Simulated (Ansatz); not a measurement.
Run report: C8H, single-point calculation

System: C8H (slab, 9 atoms in the cell).
Method: DFT, PBE, dispersion d3bj, plane waves, PAW, no spin polarisation (Ansatz 0.2.0).

The structure derives from a Materials Project entry. Figures and captions count atoms from 1; the log counts them from 0 in places.

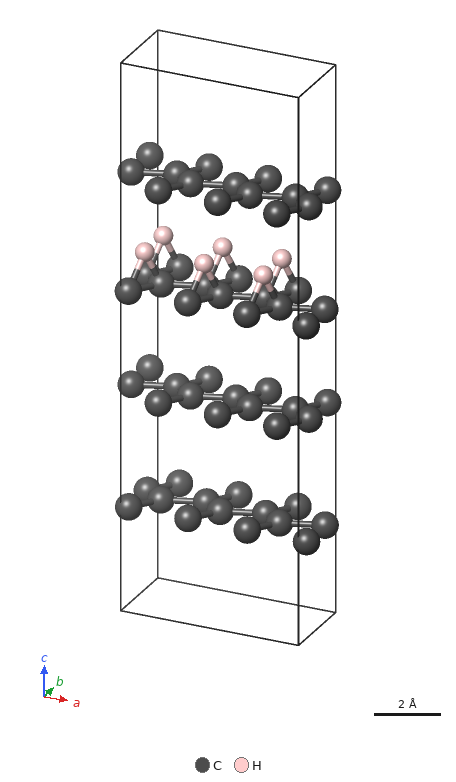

**Figure 1.** The structure as given in the input (ball-and-stick view of the 3 × 2 repeat of the cell, with the vacuum cut short, seen slightly off an axis). An atom can appear more than once, as a periodic image. Near neighbours in the periodic cell (some may lie outside the picture): C has 3 C at 1.42 Å; C has 3 C at 1.41 to 1.45 Å and 1 H at 1.31 Å; H has 2 C at 1.31 Å.

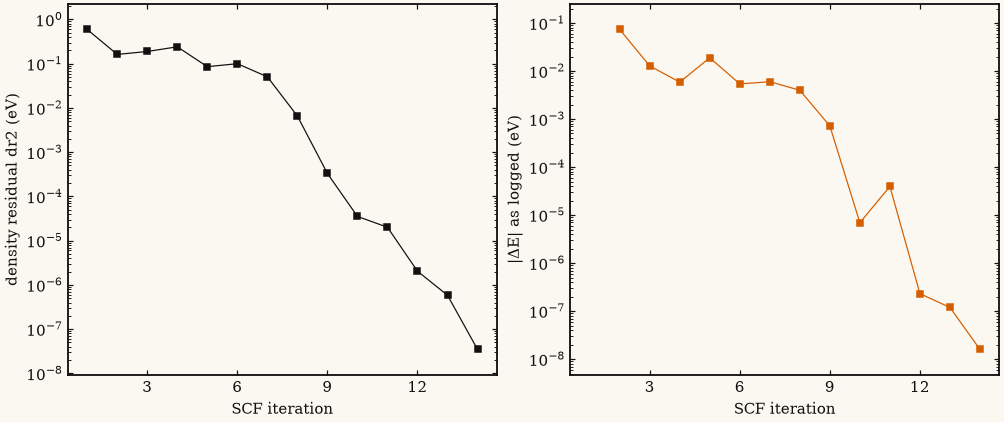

**Figure 2.** Convergence of the self-consistent field: density residual dr2 and size of the energy change against the SCF iteration. The residual falls almost steadily, with no more than small rises.

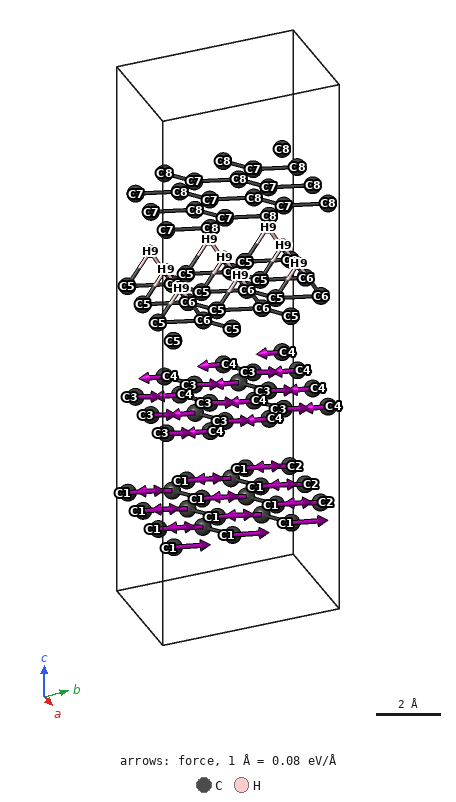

**Figure 3.** Forces on the atoms as pink arrows (ball-and-stick view of the 3 × 3 repeat of the cell, with the vacuum cut short, seen slightly off an axis; atoms are numbered from 1 in the order of the input). The largest act on C1, C2 (0.10 eV/Å); C3, C4 (0.07 eV/Å). The geometry is not a stationary point of this energy.

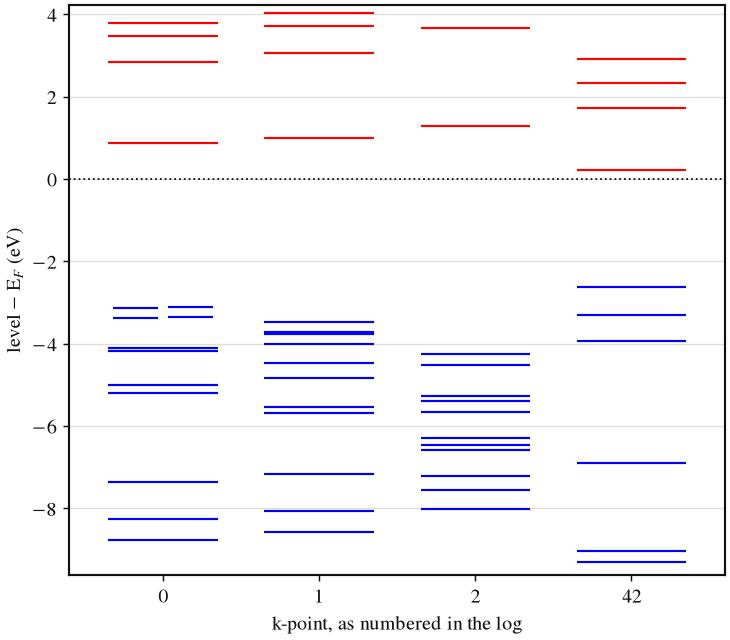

**Figure 4.** Kohn–Sham levels near the Fermi level (dotted) at the few k-points that the log prints; levels within 0.02 eV of each other stand side by side. The system is metallic on the full mesh.

The input and output of the run follow.

## The input
```yaml
crystal:
  lattice:
    - [2.4655379958, 0.0, 0.0]
    - [-1.2327689979, 2.1341461202, 0.0]
    - [0.0, 0.0, 29.1985170553]
  atoms:
    - { symbol: C, position: [0.0833101793, 0.1666203587, 0.2911106747] }
    - { symbol: C, position: [0.4166898206, 0.8333796413, 0.2911106747] }
    - { symbol: C, position: [0.5833101794, 0.1666203587, 0.4075389574] }
    - { symbol: C, position: [0.9166898206, 0.8333796413, 0.4075389574] }
    - { symbol: C, position: [0.0798416866, 0.1596833732, 0.5203122065] }
    - { symbol: C, position: [0.4201583134, 0.8403166268, 0.5203122065] }
    - { symbol: C, position: [0.5835787568, 0.1671575136, 0.6330846713] }
    - { symbol: C, position: [0.9164212432, 0.8328424864, 0.6330846713] }
    - { symbol: H, position: [0.25, 0.5, 0.5578392208] }
basis:
  ecutwfc: 420
kpoints:
  mp_grid: { grid: [12, 12, 1] }
hamiltonian:
  xc: pbe
  dispersion: d3bj
scf:
  occupations: { method: gaussian, width: 0.1 }
  n_extra_bands: 16
output:
  forces: true
  eigenvalues: true
efield:
  axis: 3
  dipole_correction: true
  ramp_width: 0.04
```

Command:
```bash
ansatz run input.yaml --threads 2 --pin off --max-ram 5120MiB --backend cpu --events-out ev --progress --plain --runs-dir out
```

## Output
```
scf.n_extra_bands = 16 over 17 filled bands (N_el = 33.0): the run solves 33 bands
Engine: ansatz 0.2.0, x86_64-unknown-linux-gnu
Pseudopotentials: kind: paw
Pseudopotential: C, paw, valence charge 4, recommended cutoff 420 eV (normal), C.paw.azcp
Pseudopotential: H, paw, valence charge 1, recommended cutoff 420 eV (normal), H.paw.azcp
Functional definition: PBE
  parameter kappa = 0.804
  parameter beta = 0.06672455060314922
  exchange = pbe_x(kappa = kappa, mu = beta*pi^2/3)
  correlation = pbe_c(beta = beta)
Crystal: 9 atoms, lattice volume = 153.637 Å³
Basis set: ecut = 420 eV, 2887 PW (Γ), exchange–correlation on 36×36×400 points (8 copies of the dense FFT grid, shifted against one another)
Bands: 33, of which v1, the nominal top of the filled ones, is band 17 counted from 1 (16 counted from 0)
Symmetry: 4 space group operations
Space group: Cmm2 (ITA 35), of the structure as read, at distance tolerance 5.4e-5 Å
k-points: 43 of 144
Non-local potential: C, projectors of the file, l = 0: 2, l = 1: 2, l = 2: 1
Non-local potential: H, projectors of the file, l = 0: 2, l = 1: 1
PAW form: soft (Blöchl's): semilocal exchange-correlation on the pseudo side does not see the compensation charge
PAW one-centre angular grid: C, 110 points (default); XC on 64 Gauss nodes
PAW one-centre angular grid: H, 110 points (default); XC on 64 Gauss nodes
Initial density: superposition of atomic densities (neutral atoms: chi_scale 0, normalization atom), corrected by the library's trained network
Initial wavefunctions: pseudopotential atomic-orbital guess
Functional: x = pbe(κ = 0.804, μ = 0.2195149727645171), c = pbe(β = 0.06672455060314922)
SCF iter   1: F=—  HF=-2022.255350 eV  |F-HF|=—  |Δ(HF+E_count)|=         —  Δρ=8.67e-3  dr2=5.94e-1  ethr=1.77e-3  p=-0.022 e·Å  D=-2.62e-2 V/Å  ΔV_dip=0.77 eV  dr2_dipole=1.97e-1  V_vac-E_F(+/−)=4.87/4.10 eV  ⟨swp⟩=6.8  Hψ=7315  notcnv=0  defer=136
efield: sawtooth ramp at fractional position 0.9421 (placed from the atoms, in the widest stretch of the axis that holds none; the zero of the levels goes with the place), width 0.0400; the density the first Hamiltonian is built on has a dipole p = -0.022 e·Å; the dipole correction subtracts the counter field D = -2.62e-2 V/Å, which shifts the + side's vacuum level by +0.77 eV against the − side's; the planar-averaged density in the ramp window peaks in size at 1.1e-5 e/Å³
preconditioner: auto → LDOS  [metal: Δε(μ)=0.099 eV  Ē_g=17.462 eV  σ=0.100 eV  W_gap=0.43  n_scr=18 (ndim 8)  ℏωp=17.2 eV  f_vac=0.537  D(μ)=0.32/eV (n_scr^D=4)  β→1.0]
SCF iter   2: F=—  HF=-2022.181903 eV  |F-HF|=—  |Δ(HF+E_count)|=   7.34e-2  Δρ=4.95e-3  dr2=1.62e-1  ethr=1.77e-3  p=0.036 e·Å  D=4.19e-2 V/Å  ΔV_dip=-1.22 eV  dr2_dipole=3.16e-2  V_vac-E_F(+/−)=3.11/4.33 eV  ⟨swp⟩=2.5  Hψ=2346  notcnv=0  defer=422
SCF iter   3: F=—  HF=-2022.169064 eV  |F-HF|=—  |Δ(HF+E_count)|=   1.28e-2  Δρ=2.63e-3  dr2=1.89e-1  ethr=4.91e-4  p=0.010 e·Å  D=1.13e-2 V/Å  ΔV_dip=-0.33 eV  dr2_dipole=9.42e-2  V_vac-E_F(+/−)=3.34/3.67 eV  ⟨swp⟩=2.2  Hψ=2168  notcnv=0  defer=434
SCF iter   4: F=—  HF=-2022.174920 eV  |F-HF|=—  |Δ(HF+E_count)|=   5.86e-3  Δρ=3.09e-3  dr2=2.41e-1  ethr=4.91e-4  p=0.054 e·Å  D=6.39e-2 V/Å  ΔV_dip=-1.87 eV  dr2_dipole=1.35e-1  V_vac-E_F(+/−)=3.12/4.99 eV  ⟨swp⟩=2.0  Hψ=1929  notcnv=0  defer=427
SCF iter   5: F=—  HF=-2022.156019 eV  |F-HF|=—  |Δ(HF+E_count)|=   1.89e-2  Δρ=1.58e-3  dr2=8.57e-2  ethr=4.91e-4  p=0.039 e·Å  D=4.57e-2 V/Å  ΔV_dip=-1.33 eV  dr2_dipole=5.13e-2  V_vac-E_F(+/−)=3.15/4.48 eV  ⟨swp⟩=1.1  Hψ=1770  notcnv=0  defer=419
SCF iter   6: F=—  HF=-2022.161409 eV  |F-HF|=—  |Δ(HF+E_count)|=   5.39e-3  Δρ=2.24e-3  dr2=1.00e-1  ethr=2.60e-4  p=0.019 e·Å  D=2.23e-2 V/Å  ΔV_dip=-0.65 eV  dr2_dipole=9.75e-3  V_vac-E_F(+/−)=3.14/3.79 eV  ⟨swp⟩=2.1  Hψ=1126  notcnv=0  defer=419
SCF iter   7: F=—  HF=-2022.155417 eV  |F-HF|=—  |Δ(HF+E_count)|=   5.99e-3  Δρ=1.12e-3  dr2=5.06e-2  ethr=2.60e-4  p=0.020 e·Å  D=2.33e-2 V/Å  ΔV_dip=-0.68 eV  dr2_dipole=2.21e-2  V_vac-E_F(+/−)=3.20/3.88 eV  ⟨swp⟩=1.2  Hψ=1773  notcnv=0  defer=417
SCF iter   8: F=—  HF=-2022.151439 eV  |F-HF|=—  |Δ(HF+E_count)|=   3.98e-3  Δρ=5.26e-4  dr2=6.57e-3  ethr=1.53e-4  p=0.026 e·Å  D=3.06e-2 V/Å  ΔV_dip=-0.89 eV  dr2_dipole=1.64e-3  V_vac-E_F(+/−)=3.19/4.08 eV  ⟨swp⟩=1.1  Hψ=968  notcnv=0  defer=417
SCF iter   9: F=—  HF=-2022.150722 eV  |F-HF|=—  |Δ(HF+E_count)|=   7.17e-4  Δρ=1.43e-4  dr2=3.30e-4  ethr=1.99e-5  p=0.029 e·Å  D=3.36e-2 V/Å  ΔV_dip=-0.98 eV  dr2_dipole=1.19e-4  V_vac-E_F(+/−)=3.20/4.18 eV  ⟨swp⟩=1.2  Hψ=1339  notcnv=0  defer=416
SCF iter  10: F=—  HF=-2022.150715 eV  |F-HF|=—  |Δ(HF+E_count)|=   6.94e-6  Δρ=7.20e-5  dr2=3.53e-5  ethr=1.00e-6  p=0.028 e·Å  D=3.35e-2 V/Å  ΔV_dip=-0.98 eV  dr2_dipole=8.72e-6  V_vac-E_F(+/−)=3.20/4.18 eV  ⟨swp⟩=1.8  Hψ=1469  notcnv=0  defer=420
SCF iter  11: F=—  HF=-2022.150676 eV  |F-HF|=—  |Δ(HF+E_count)|=   3.94e-5  Δρ=3.61e-5  dr2=2.01e-5  ethr=1.07e-7  p=0.029 e·Å  D=3.40e-2 V/Å  ΔV_dip=-0.99 eV  dr2_dipole=7.92e-6  V_vac-E_F(+/−)=3.20/4.19 eV  ⟨swp⟩=2.0  Hψ=1268  notcnv=0  defer=420
SCF iter  12: F=—  HF=-2022.150675 eV  |F-HF|=—  |Δ(HF+E_count)|=   2.31e-7  Δρ=1.16e-5  dr2=2.04e-6  ethr=6.08e-8  p=0.029 e·Å  D=3.39e-2 V/Å  ΔV_dip=-0.99 eV  dr2_dipole=8.58e-7  V_vac-E_F(+/−)=3.20/4.19 eV  ⟨swp⟩=1.3  Hψ=964  notcnv=0  defer=420
SCF iter  13: F=—  HF=-2022.150675 eV  |F-HF|=—  |Δ(HF+E_count)|=   1.19e-7  Δρ=4.98e-6  dr2=5.83e-7  ethr=6.19e-9  p=0.029 e·Å  D=3.38e-2 V/Å  ΔV_dip=-0.99 eV  dr2_dipole=2.65e-7  V_vac-E_F(+/−)=3.20/4.19 eV  ⟨swp⟩=2.0  Hψ=1138  notcnv=0  defer=420
SCF iter  14: F=-2022.150675 eV  HF=-2022.150675 eV  |F-HF|=2.70e-8  |Δ(HF+E_count)|=   1.59e-8  Δρ=1.75e-6  dr2=3.48e-8  ethr=3.03e-10  p=0.029 e·Å  D=3.38e-2 V/Å  ΔV_dip=-0.99 eV  dr2_dipole=1.49e-8  V_vac-E_F(+/−)=3.20/4.19 eV  ⟨swp⟩=15.9  Hψ=9913  notcnv=0
SCF 1 converged in 14 iterations: F = -2022.150675 eV  dr2 = 3.48e-8
  greatest PAW one-centre occupation: 0.672 electrons in one spin orbital (limit 2), on the C atom at site 1 (counted from 0), in its partial waves of l = 0
SCF converged after 14 iterations
Free energy (F): -2022.150675 eV
Harris-Foulkes:  -2022.150675 eV  (|F-HF|=2.70e-8)
Internal energy: -2022.144834 eV  (E = F + TS)
E sigma→0 (E₀):  -2022.147755 eV
Entropy (-TS):   -0.005842 eV (-0.649 meV/atom)
Fermi energy:    1.734214 eV
Dipole field:    D = 0.033602 V/Å  (p = 0.028530 e·Å, saw-weighted, corrected)
Work function:   Φ+ = 3.2047 eV   Φ− = 4.1858 eV
Levels:          The Fermi level and band energies are counted from a zero that moves with the ramp; work functions are not
--- Per-component energies (eV) ---
  E_band       = -272.135610
  E_kinetic    = 748.306668
  E_local      = -29743.656129  (includes V_loc(G=0)·N_el)
  E_nonlocal   = 220.075061
  E_hartree    = 14524.255141
  E_xc         = -394.880987
  E_vxc        = -489.692208  (∫ρ·V_xc dr)
  E_paw        = -795.642834  (= ΣΔE_a)
  E_vpaw       = -55.543985  (= ΣTr[D̂ρ^β])
  E_aug_tail   = -0.001054  (compensation charges beyond the density's cutoff)
  E_efield     = 0.000479  (sawtooth field / dipole correction)
  E_vefield    = -0.121670  (∫n·V_field dr)
  E_ewald      = 13420.561698
  E_disp       = -1.162878  (pairwise vdW)
  E_smearing   = -0.005842  (= −TS)
  E_closure    = 0.000000  (closes the sum)
  Σ components = -2022.150675   (vs F -2022.150675, Δ=0.00e0)
--- Forces (eV/Å), atoms counted from 1 ---
  atom   1  C      0.00000000     0.09593118     0.00212472
  atom   2  C      0.00000000    -0.09593118     0.00212472
  atom   3  C      0.00000000     0.06827873    -0.00261242
  atom   4  C      0.00000000    -0.06827873    -0.00261242
  atom   5  C      0.00000000    -0.00054089     0.00007790
  atom   6  C      0.00000000     0.00054089     0.00007790
  atom   7  C      0.00000000    -0.00049582     0.00026080
  atom   8  C      0.00000000     0.00049582     0.00026080
  atom   9  H      0.00000000     0.00000000     0.00053245
  max |Σ_I F_I| component: 2.34e-4 eV/Å
--- Band table (eV; the first three rows and the last of 43) ---
  k-point 0: bands = ["-20.5138", "-18.9458", "-18.1554", "-17.8583", "-10.1453", "-7.0265", "-6.5282", "-5.6196", "-3.4715", "-3.2705", "-2.4386", "-2.3822", "-1.6398", "-1.6295", "-1.3877", "-1.3761", "2.6109", "4.5821", "5.2136", "5.5309", "6.3748", "7.1869", "7.4560", "7.5637", "8.3650", "8.7874", "8.8971", "8.9742", "9.5401", "9.7356", "9.7359", "9.9961", "9.9981"]
  k-point 1: bands = ["-20.3451", "-18.7815", "-17.9909", "-17.6945", "-9.9651", "-6.8329", "-6.3337", "-5.4291", "-3.9439", "-3.7961", "-3.0897", "-2.7263", "-2.2826", "-2.0283", "-1.9798", "-1.7273", "2.7345", "4.7899", "5.4353", "5.7520", "6.5961", "7.3836", "7.6331", "7.7901", "8.8991", "9.0475", "9.0492", "9.5853", "9.5960", "9.7553", "9.8147", "10.0717", "10.4307"]
  k-point 2: bands = ["-19.8409", "-18.2900", "-17.4990", "-17.2048", "-9.4613", "-6.2903", "-5.8272", "-5.4889", "-4.8364", "-4.7288", "-4.5630", "-3.9251", "-3.6683", "-3.5303", "-2.7761", "-2.5227", "3.0214", "5.3938", "6.0979", "6.4015", "7.2525", "7.5541", "7.9364", "8.2884", "8.3424", "8.9768", "9.6171", "9.8023", "9.9323", "9.9798", "10.3746", "10.7503", "10.8685"]
  k-point 42: bands = ["-16.3187", "-14.6542", "-13.8630", "-13.5831", "-10.7790", "-10.0424", "-9.9139", "-9.1433", "-8.8778", "-8.3828", "-7.5700", "-7.3060", "-5.1626", "-2.1940", "-1.5775", "-0.8817", "1.9536", "3.4573", "4.0577", "4.6454", "6.2580", "9.1531", "10.5854", "11.0228", "11.5790", "11.5804", "11.7996", "12.4519", "12.6625", "12.9437", "12.9583", "13.2271", "13.2382"]
```

## Results in brief

| quantity | value |
| --- | --- |
| outcome | converged |
| electrons treated | 33 |
| free energy | −2022.1507 eV |
| Fermi energy | 1.734 eV |
| gap on the k-point mesh | none (metallic) |
| largest force (length of the vector) | 0.096 eV/Å |
| hardware | 2 threads of Intel Xeon @ 2.50GHz (Skylake/Cascade Lake), 189 GiB of memory available, shared host |
| wall time | 20 s (CPU time 38 s) |
| peak memory | 0.48 GiB |

Settings chosen away from the usual ones: scf.n_extra_bands set to 16.
